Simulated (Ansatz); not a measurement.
```
Ti S
1.0
     3.41452    0.00000    0.00000
    -1.70726    2.95706    0.00000
     0.00000    0.00000    6.56971
Ti S
1 2
Cartesian
  0.0000 0.0000 0.0000
  0.0000 1.9714 1.4195
  1.7073 0.9857 5.1502
```

Space group P-3m1; computed without spin polarisation.

Computed with DFT PBE, scalar-relativistic, plane waves, PAW (Ansatz).

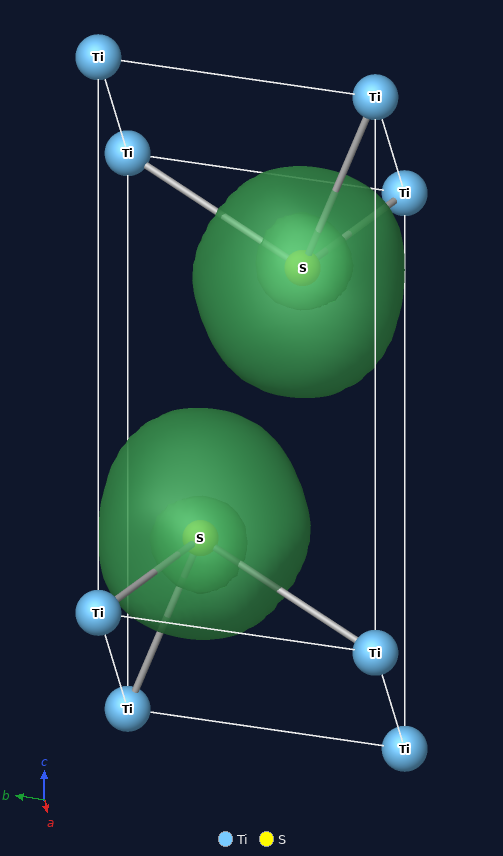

TiS2. Isosurface of the ELF at 0.7 (green), seen at an oblique angle. Only the valence region is drawn (cores and ρ < 0.01 e/Å³ removed). Sticks mark near contacts.

Core electrons are frozen (PAW), and the valence fields are smoothed inside the atomic spheres.

Question: Describe the localisation domains.

Answer: The surface consists of two regions wrapped around S (the valence shell of each), counted in one cell of 3 atoms. Regions shared between cells count once. Along the contacts the grid gives the following. Ti–S (2.43 Å): the ELF peaks at about 0.85 in the valence shell of S, 0.8 Å from its nucleus, and is about 0.50 at the midpoint.

Question: Metal or insulator at this level of theory?

Answer: It is metallic or semimetallic at this level of theory: no gap opens; semilocal functionals without U, or without the true magnetic order, often close the gap of such compounds.
